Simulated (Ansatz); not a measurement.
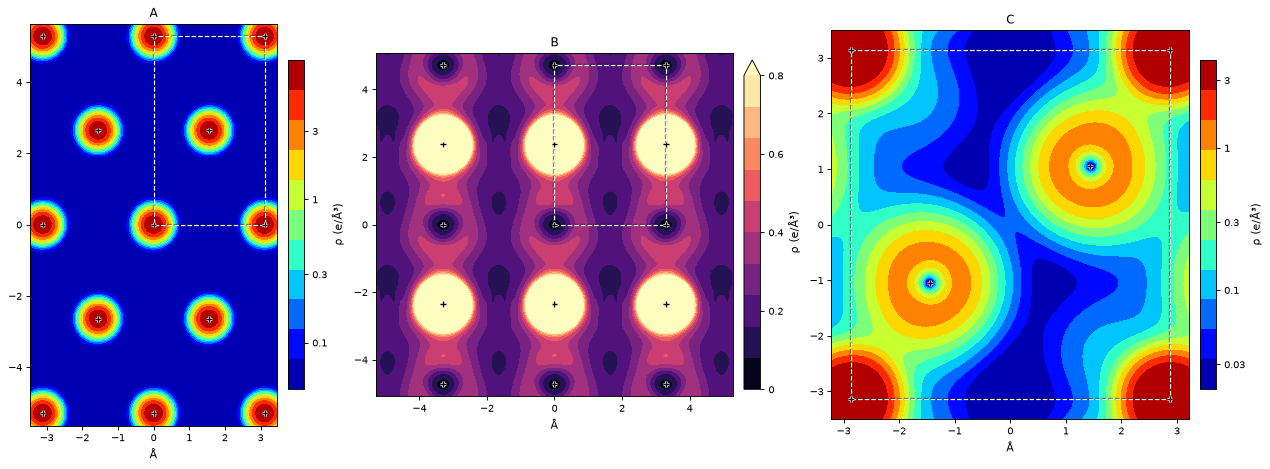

The valence pseudo-density of 3 systems, each on a plane through atoms (crosses mark nuclei in the plane).

These are results of Ansatz 0.2.0, DFT, PBE, PAW with Ansatz's default frozen-core files, scalar-relativistic, not measurements.

System 1: SiNi, the (100) plane of the conventional cell. Space group Pmmn; computed pressure about −2 GPa in this cell; the program warned that a starting moment wasn't kept; spin-polarised, but the moments vanished.

```
Si Ni
1.0
     3.04666    0.00000    0.00000
     0.00000    3.29518    0.00000
     0.00000    0.00000    4.72887
Si Ni
2 2
Direct
  0.50000 0.50000 0.84230
  0.00000 0.00000 0.15770
  0.50000 0.50000 0.34422
  0.00000 0.00000 0.65578
```

System 2: ZrS2, the (110) plane of the conventional cell. Space group P-3m1; changed on purpose from its base cell (zz strain of -2 %, PAW files); not relaxed (largest force 0.4 eV/Å); computed pressure about 5 GPa in this cell.

System 3: Li, the (101) plane of the conventional cell. Space group I4/mmm; changed on purpose from its base cell (zz strain of -3 %, PAW files); computed without spin polarisation.

Which map belongs to which system?

Answer. Panel A is system 3, Li: the plane holds Li. Li–Li (3.07 Å): ρ at the midpoint is about 0.05 e/Å³. Panel B is system 1, SiNi: the plane holds Si and Ni. Si–Ni (2.37 Å): the density is about 0.46 e/Å³ at the midpoint. Panel C is system 2, ZrS2: the plane holds Zr and S. Zr–S (2.54 Å): ρ at the midpoint is about 0.46 e/Å³.
